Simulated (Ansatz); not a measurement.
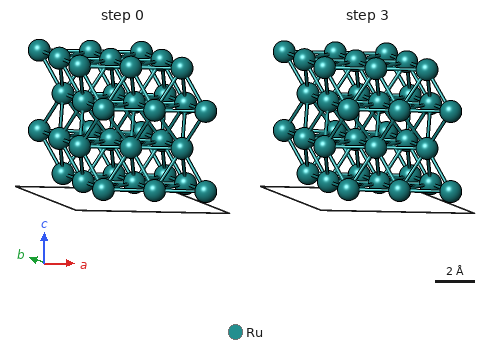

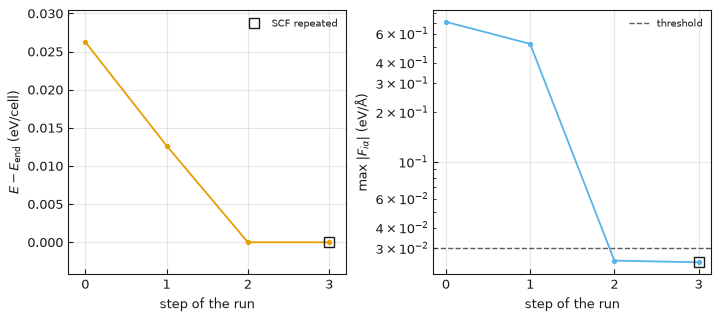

First and last geometry of a constrained relaxation of a slab of composition Ru (cut from the P6_3/mmc phase), with the history of the run. A ball-and-stick model of the 3 × 3 repeat of the cell, outlined in the plane, without the vacuum, seen slightly off an axis.

Case: clean slab, lower half held. The slab is the (0 0 1) face of Ru. 2 atoms are held fixed.

Method: DFT PBEsol, scalar-relativistic, plane waves, PAW (Ansatz 0.2.0).

The input:
```yaml
crystal:
  lattice:
    - [2.6895239996, 0.0, 0.0]
    - [-1.3447619998, 2.3291961078, 0.0]
    - [0.0, 0.0, 23.3778814236]
  atoms:
    - { symbol: Ru, position: [0.6666666667, 0.3333333333, 0.3635915439] }
    - { symbol: Ru, position: [0.3333333333, 0.6666666667, 0.4545305146] }
    - { symbol: Ru, position: [0.6666666667, 0.3333333333, 0.5454694854] }
    - { symbol: Ru, position: [0.3333333333, 0.6666666667, 0.6364084561] }
basis:
  ecutwfc: 420
kpoints:
  mp_grid: { grid: [12, 12, 1] }
hamiltonian:
  xc: pbesol
scf:
  occupations: { method: gaussian, width: 0.1 }
output:
  forces: true
  eigenvalues: true
  write_density: true
  write_potential: true
  elf: true
  volumetric_format: npy
relax:
  adjacent_minimum: "off"
  f_tol: 0.03
  max_steps: 70
  constraints: [{ sites: [0, 1] }]
efield:
  axis: 3
  dipole_correction: true
  ramp_width: 0.04
```

Launched with:
```bash
ansatz run input.yaml --threads 2 --pin off --max-ram 5120MiB --backend cpu --events-out ev --progress --plain --runs-dir out
```

Read the history and describe the run.

Answer. It converged. The energy falls by 26.3 meV per cell of the calculation in 2 accepted moves (3 points after the start). Largest force component: 0.71 eV/Å at the start, 0.025 eV/Å at the end. 1 step only repeated the SCF at the same geometry. Ru4 moves most: 0.080 Å along the normal (−c). The cell stays as it was. Near-neighbour distances that change, for instance: Ru3–Ru4 2.633 → 2.576 Å.

```tsv
step	E − E(0), meV/atom	largest force component, eV/Å	note
0	0.00	0.7065	
1	-3.40	0.5197	
2	-6.57	0.0252	
3	-6.57	0.0246	same geometry, SCF repeated
```
